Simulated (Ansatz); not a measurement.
## Single-point calculation, with input and output: ZnSe (part 1 of 2)

- system: ZnSe (slab, 16 atoms in the cell)
- method: DFT PBE+D3(BJ), scalar-relativistic, plane waves, PAW, no spin polarisation (Ansatz 0.2.0)

The structure derives from an entry of the Crystallography Open Database. It belongs to a series of runs on one base structure; here: the slab at its places in the relaxed adsorbed structure. Figures and captions count atoms from 1; the log counts them from 0 in places.

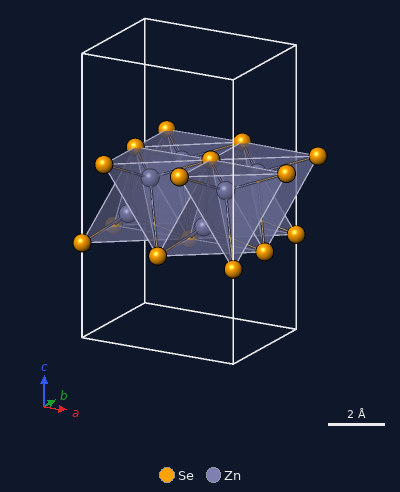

Fig. 1: The structure (polyhedral view of the cell of the calculation, with the vacuum cut short, seen slightly off an axis; polyhedra are completed across the faces of the cell). An atom can appear more than once, as a periodic image.

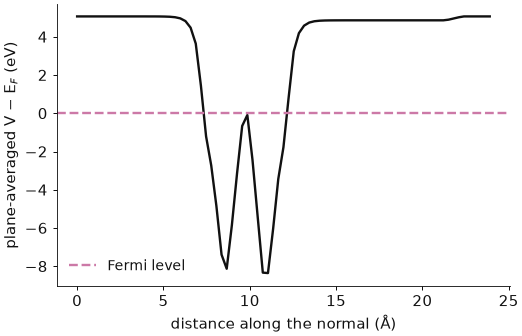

Fig. 2: Plane average of the electrostatic potential energy of an electron across the cell, from the Fermi level. The vacuum level lies 4.86 eV above the Fermi level on the upper side and 5.07 eV on the lower.

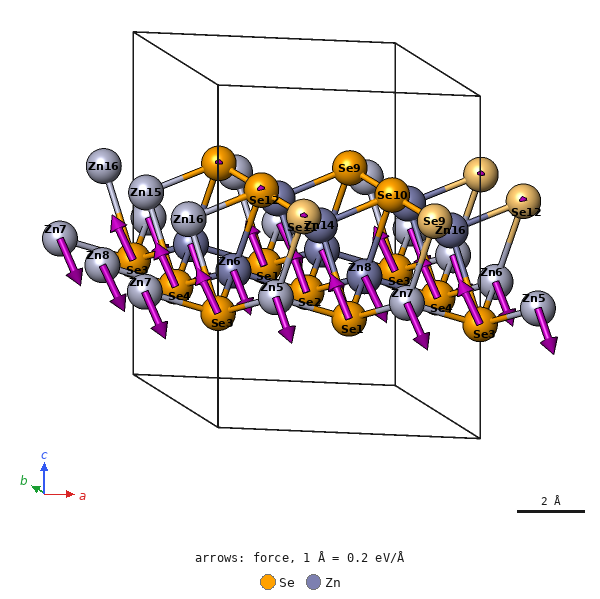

Fig. 3: Forces on the atoms as pink arrows (ball-and-stick view of the cell of the calculation, with the vacuum cut short, seen slightly off an axis; neighbours outside the cell are drawn fainter; atoms are numbered from 1 in the order of the input); the smallest are left out. The largest act on Zn7, Zn8 (0.32 eV/Å); Se2, Se3 (0.31 eV/Å); Zn5 (0.30 eV/Å); Se1, Se4 (0.30 eV/Å), among others. The geometry is not a stationary point of this energy.

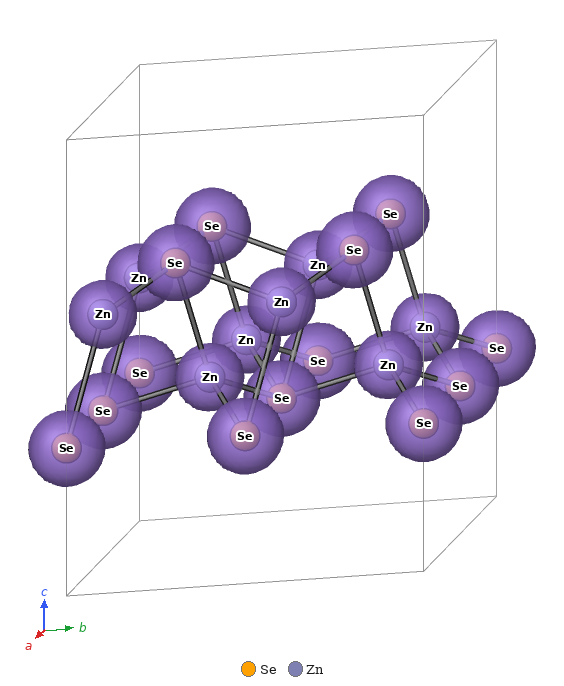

Fig. 4: Isosurface of the valence pseudo-density at 1 e/Å³ (purple), seen slightly off an axis. Sticks mark near contacts. At this value the density breaks into separate islands; it holds about 70 % of the electrons treated as valence. It is pinched off along the Zn–Se (2.41 Å) and Zn–Se (2.45 Å) contacts. On the grid the lowest density along these lines, outside the cores, is 0.46 e/Å³ (Zn–Se, 2.41 Å) and 0.43 e/Å³ (Zn–Se, 2.45 Å). The fields are those of the smooth PAW valence density.

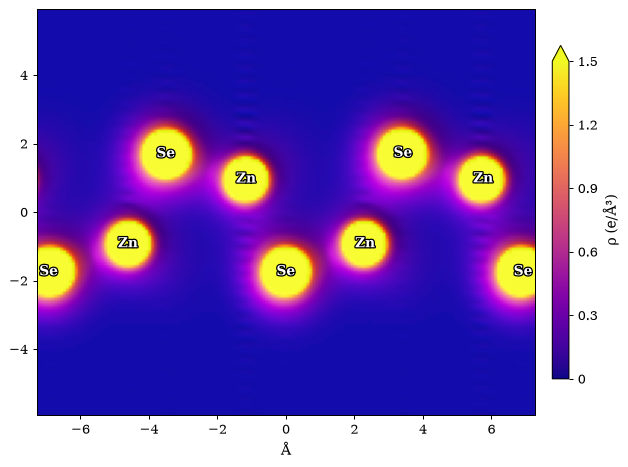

Fig. 5: Valence pseudo-density on the (110) plane of the calculation cell, a cut from vacuum to vacuum. The section cuts through Se and Zn sites. Zn–Se (2.45 Å): ρ is about 0.47 e/Å³ halfway. The density dies away to nearly zero in the vacuum.

These pictures come from the run below.

### Input file
```yaml
crystal:
  lattice:
    - [7.9972834977, 0.0, 0.0]
    - [-3.9986417489, 6.9258506703, 0.0]
    - [0.0, 0.0, 24.1998966454]
  atoms:
    - { symbol: Se, position: [0.5, 0.0, 0.3305799243] }
    - { symbol: Se, position: [0.5, 0.5, 0.3305799243] }
    - { symbol: Se, position: [0.0, 0.0, 0.3305799243] }
    - { symbol: Se, position: [0.0, 0.5, 0.3305799243] }
    - { symbol: Zn, position: [0.1666666667, 0.8333333333, 0.3643081397] }
    - { symbol: Zn, position: [0.1666666667, 0.3333333333, 0.3643081397] }
    - { symbol: Zn, position: [0.6666666667, 0.8333333333, 0.3643081397] }
    - { symbol: Zn, position: [0.6666666667, 0.3333333333, 0.3643081397] }
    - { symbol: Se, position: [0.7468895057, 0.7533135545, 0.4740925185] }
    - { symbol: Se, position: [0.7466528395, 0.2530443898, 0.4735530676] }
    - { symbol: Se, position: [0.2470327116, 0.7532501761, 0.4729036663] }
    - { symbol: Se, position: [0.2473436747, 0.2529628631, 0.4727421701] }
    - { symbol: Zn, position: [0.4162719915, 0.5848350312, 0.442355048] }
    - { symbol: Zn, position: [0.4159738309, 0.0844755329, 0.4418565841] }
    - { symbol: Zn, position: [0.9148907579, 0.5846437501, 0.4427367637] }
    - { symbol: Zn, position: [0.9151586855, 0.0842089813, 0.4426023784] }
basis:
  ecutwfc: 420
kpoints:
  mp_grid: { grid: [2, 2, 1] }
hamiltonian:
  xc: pbe
  dispersion: d3bj
scf:
  occupations: { method: gaussian, width: 0.05 }
output:
  forces: true
  eigenvalues: true
  write_density: true
  volumetric_format: npy
efield:
  axis: 3
  dipole_correction: true
  ramp_width: 0.04
```

Launched with:
```bash
ansatz run input.yaml --threads 4 --pin off --max-ram 10240MiB --backend cpu --events-out ev --progress --plain --runs-dir out
```

### Log
```
Engine: ansatz 0.2.0, x86_64-unknown-linux-gnu
Pseudopotentials: kind: paw
Pseudopotential: Se, paw, valence charge 16, recommended cutoff 420 eV (normal), Se.paw.azcp
Pseudopotential: Zn, paw, valence charge 12, recommended cutoff 420 eV (normal), Zn.paw.azcp
Functional definition: PBE
  parameter kappa = 0.804
  parameter beta = 0.06672455060314922
  exchange = pbe_x(kappa = kappa, mu = beta*pi^2/3)
  correlation = pbe_c(beta = beta)
Crystal: 16 atoms, lattice volume = 1340.384 Å³
Basis set: ecut = 420 eV, 26271 PW (Γ), exchange–correlation on 108×108×324 points (8 copies of the dense FFT grid, shifted against one another)
Bands: 135, of which v1, the nominal top of the filled ones, is band 112 counted from 1 (111 counted from 0)
Symmetry: 1 space group operations
Space group: P1 (ITA 1), of the structure as read, at distance tolerance 1.1e-4 Å
k-points: 4
Non-local potential: Se, projectors of the file, l = 0: 2, l = 1: 2, l = 2: 3, l = 3: 1
Non-local potential: Zn, projectors of the file, l = 0: 2, l = 1: 2, l = 2: 3, l = 3: 1
PAW form: soft (Blöchl's): semilocal exchange-correlation on the pseudo side does not see the compensation charge
PAW one-centre angular grid: Se, 590 points (default); XC on 64 Gauss nodes
PAW one-centre angular grid: Zn, 590 points (default); XC on 64 Gauss nodes
Initial density: superposition of atomic densities (neutral atoms: chi_scale 0, normalization atom), corrected by the library's trained network
Initial wavefunctions: pseudopotential atomic-orbital guess
Functional: x = pbe(κ = 0.804, μ = 0.2195149727645171), c = pbe(β = 0.06672455060314922)
SCF iter   1: F=—  HF=-70316.314861 eV  |F-HF|=—  |Δ(HF+E_count)|=         —  Δρ=6.38e-4  dr2=1.54e-2  ethr=1.77e-3  p=0.060 e·Å  D=8.08e-3 V/Å  ΔV_dip=-0.20 eV  dr2_dipole=1.44e-4  V_vac-E_F(+/−)=4.76/4.96 eV  ⟨swp⟩=10.2  Hψ=2509  notcnv=0  defer=14
efield: sawtooth ramp at fractional position 0.8823 (placed from the atoms, in the widest stretch of the axis that holds none; the zero of the levels goes with the place), width 0.0400; the density the first Hamiltonian is built on has a dipole p = 0.060 e·Å; the dipole correction subtracts the counter field D = 8.08e-3 V/Å, which shifts the + side's vacuum level by -0.20 eV against the − side's; the planar-averaged density in the ramp window peaks in size at 3.0e-6 e/Å³
preconditioner: auto → Resta (q_TF=auto, 2.025 Å⁻¹)  ε∞=2.3  [insulator: Δε(μ)=1.690 eV  Ē_g=10.650 eV  σ=0.050 eV  W_gap=1.00  n_scr=188 (ndim 8)  ℏωp=12.2 eV  f_vac=0.718  D(μ)=0.00/eV (n_scr^D=0)  ε∞_Penn≈2.3  vacuum switching on, ρ_ref=8.2e-3 e/Å³]
SCF iter   2: F=—  HF=-70316.321687 eV  |F-HF|=—  |Δ(HF+E_count)|=   6.83e-3  Δρ=4.35e-4  dr2=6.07e-3  ethr=6.87e-6  p=0.071 e·Å  D=9.58e-3 V/Å  ΔV_dip=-0.23 eV  dr2_dipole=3.57e-4  V_vac-E_F(+/−)=4.81/5.04 eV  ⟨swp⟩=3.8  Hψ=1267  notcnv=0  defer=55
SCF iter   3: F=—  HF=-70316.321307 eV  |F-HF|=—  |Δ(HF+E_count)|=   3.80e-4  Δρ=2.44e-4  dr2=9.21e-4  ethr=2.71e-6  p=0.060 e·Å  D=8.08e-3 V/Å  ΔV_dip=-0.20 eV  dr2_dipole=3.42e-5  V_vac-E_F(+/−)=4.83/5.03 eV  ⟨swp⟩=2.0  Hψ=560  notcnv=0  defer=55
SCF iter   4: F=—  HF=-70316.322244 eV  |F-HF|=—  |Δ(HF+E_count)|=   9.37e-4  Δρ=1.03e-4  dr2=4.94e-4  ethr=4.11e-7  p=0.067 e·Å  D=9.02e-3 V/Å  ΔV_dip=-0.22 eV  dr2_dipole=8.59e-5  V_vac-E_F(+/−)=4.84/5.06 eV  ⟨swp⟩=2.2  Hψ=769  notcnv=0  defer=55
SCF iter   5: F=—  HF=-70316.322403 eV  |F-HF|=—  |Δ(HF+E_count)|=   1.59e-4  Δρ=4.73e-5  dr2=9.28e-5  ethr=2.21e-7  p=0.061 e·Å  D=8.30e-3 V/Å  ΔV_dip=-0.20 eV  dr2_dipole=6.12e-6  V_vac-E_F(+/−)=4.86/5.06 eV  ⟨swp⟩=2.0  Hψ=553  notcnv=0  defer=55
SCF iter   6: F=—  HF=-70316.322743 eV  |F-HF|=—  |Δ(HF+E_count)|=   3.40e-4  Δρ=2.87e-5  dr2=1.28e-5  ethr=4.14e-8  p=0.063 e·Å  D=8.45e-3 V/Å  ΔV_dip=-0.20 eV  dr2_dipole=6.89e-8  V_vac-E_F(+/−)=4.86/5.07 eV  ⟨swp⟩=2.0  Hψ=736  notcnv=0  defer=55
SCF iter   7: F=—  HF=-70316.322741 eV  |F-HF|=—  |Δ(HF+E_count)|=   1.99e-6  Δρ=7.48e-6  dr2=6.77e-7  ethr=5.70e-9  p=0.062 e·Å  D=8.43e-3 V/Å  ΔV_dip=-0.20 eV  dr2_dipole=4.58e-9  V_vac-E_F(+/−)=4.86/5.07 eV  ⟨swp⟩=2.0  Hψ=736  notcnv=0  defer=55
SCF iter   8: F=-70316.322743 eV  HF=-70316.322742 eV  |F-HF|=1.49e-7  |Δ(HF+E_count)|=   1.41e-6  Δρ=1.34e-6  dr2=2.44e-8  ethr=4.46e-11  p=0.062 e·Å  D=8.42e-3 V/Å  ΔV_dip=-0.20 eV  dr2_dipole=7.29e-11  V_vac-E_F(+/−)=4.86/5.07 eV  ⟨swp⟩=29.2  Hψ=3475  notcnv=0
SCF 1 converged in 8 iterations: F = -70316.322743 eV  dr2 = 2.44e-8
  greatest PAW one-centre occupation: 1.000 electrons in one spin orbital (limit 2), on the Se atom at site 11 (counted from 0), in its partial waves of l = 2
SCF converged after 8 iterations
Free energy (F): -70316.322743 eV
Harris-Foulkes:  -70316.322742 eV  (|F-HF|=1.49e-7)
Internal energy: -70316.322743 eV  (E = F + TS)
E sigma→0 (E₀):  -70316.322743 eV
Fermi energy:    -1.572751 eV
Dipole field:    D = 0.008429 V/Å  (p = 0.062438 e·Å, saw-weighted, corrected)
Work function:   Φ+ = 4.8636 eV   Φ− = 5.0676 eV
Levels:          The Fermi level and band energies are counted from a zero that moves with the ramp; work functions are not
--- Per-component energies (eV) ---
  E_band       = -5105.375877
  E_kinetic    = 1994.853827
  E_local      = -236779.446271  (includes V_loc(G=0)·N_el)
  E_nonlocal   = 144.690305
  E_hartree    = 116076.813412
  E_xc         = -1929.031318
  E_vxc        = -1197.942023  (∫ρ·V_xc dr)
  E_paw        = -29912.098734  (= ΣΔE_a)
  E_vpaw       = -1421.169770  (= ΣTr[D̂ρ^β])
  E_aug_tail   = -0.007424  (compensation charges beyond the density's cutoff)
  E_efield     = 0.000263  (sawtooth field / dipole correction)
  E_vefield    = -0.009237  (∫n·V_field dr)
  E_ewald      = 80091.748721
  E_disp       = -3.845523  (pairwise vdW)
  E_smearing   = -0.000000  (= −TS)
  E_closure    = -0.000000  (closes the sum)
  Σ components = -70316.322743   (vs F -70316.322743, Δ=0.00e0)
```
